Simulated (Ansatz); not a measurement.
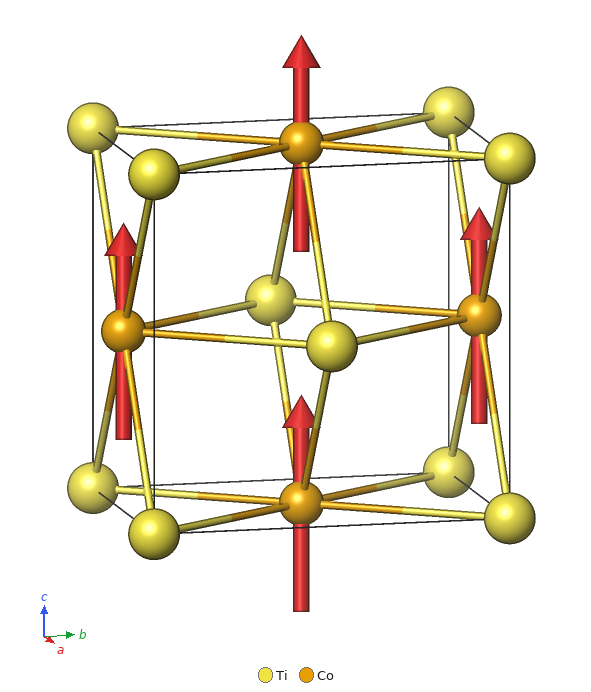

An orthographic ball-and-stick view of the structure, slightly off an axis. Lines trace the edges of the simulation cell. Arrows are the site magnetic moments above 0.25 μB; longer means larger, and red and blue are up and down (without spin-orbit coupling the axis itself is arbitrary).

This is the state reached for TiCo. All computed values are from DFT PBE, scalar-relativistic, plane waves, PAW in Ansatz. Settings: a 420 eV plane-wave basis, the zone sampled with 12×8×8 points, Gaussian smearing of 0.15 eV, collinear spins.

Q: Characterise the magnetic order.

A: Ferromagnetic (within this cell). Site moments: 2 Co +1.0 μB. The net spin moment of the whole cell is 1.7 μB.

The initial geometry was a structure listed in the Materials Project. Earlier steps of the study, as a rule a relaxation of our own, may have changed the cell and positions, so they can lie some per cent off the listed ones. Ansatz was used for an electronic-structure calculation on it.
